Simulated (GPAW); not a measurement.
GaN (F-43m): refractive index against wavelength

The refractive index of GaN (F-43m) below the direct gap (1.76 eV on the mesh) is read from one computed spectrum, n = √(Re ε).

The structure is cubic, space group F-43m (No. 216). The conventional cell has a = 4.507 Å, b = 4.507 Å, c = 4.507 Å, α = 90.00°, β = 90.00°, γ = 90.00°. Ga on site a has 4 N at 1.95 Å as nearest neighbours. Around N on site d lie 4 Ga at 1.95 Å.

Method: GPAW 26.7.0, PBE, RPA, k-mesh 16×16×16, local fields up to 70 eV, Lorentzian half width 0.12 eV.

Launch of the response step: `OMP_NUM_THREADS=1 python df.py`. The run took 35 s, its band step included, on 1 thread of Arm Neoverse V2, with other jobs on the host.

```tsv
wavelength (nm)	photon energy E (eV)	n
3000	0.413	2.3831
2000	0.620	2.3913
1550	0.800	?
1310	0.946	2.4129
1064	1.165	2.4355
```

In the single-oscillator model n² − 1 = E₀E_d/(E₀² − E²), so 1/(n² − 1) = E₀/E_d − E²/(E₀E_d) is linear in E².

Working, on the rows shown:

| x = E² (eV²) | y = 1/(n² − 1) |
| --- | --- |
| 0.170801 | 0.213713 |
| 0.384302 | 0.21194 |
| 0.895757 | 0.207379 |
| 1.35784 | 0.202771 |

Means: x̄ = 0.70218, ȳ = 0.20895. Σ(x − x̄)(y − ȳ) = -0.007837, Σ(x − x̄)² = 0.8508. Slope = -0.007837 / 0.8508 = -0.009211; intercept = ȳ − slope · x̄ = 0.21542. Turned back into n, the line misses the rows shown by at most 0.001.

**Question.** What does the fit predict for the withheld row, and how well does it do?

**Answer.** At x = 0.63984 the line gives y = 0.20953, that is 2.4026. The run gave 2.4017, so the interpolation is off by 0.00094, 1.8 % of the range in the table.

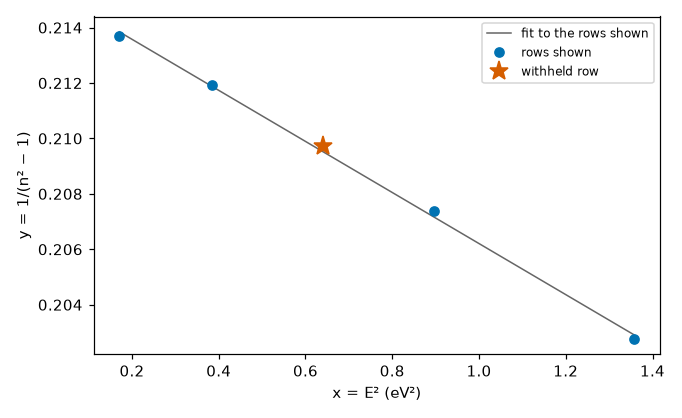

Refitted with all rows, the slope is -0.009223 and the intercept 0.21547. These give E₀ = √(intercept/−slope) = 4.83 eV and E_d = E₀/intercept = 22.4 eV; E₀ is 2.7 times the direct gap. The electronic limit at long wavelengths, without lattice vibrations, is n = √(1 + 1/intercept) = 2.375. Excitons are left out; PBE gaps are as a rule too small. The values come from a sum over the points of one k-mesh and carry its error, which grows as the direct gap shrinks. Spin-orbit coupling is left out.

[Logs are printed without paths, hosts, clocks, repeated set-up lines and the standing remarks that a program may print on its own settings, such as how far it seeks lower states.]
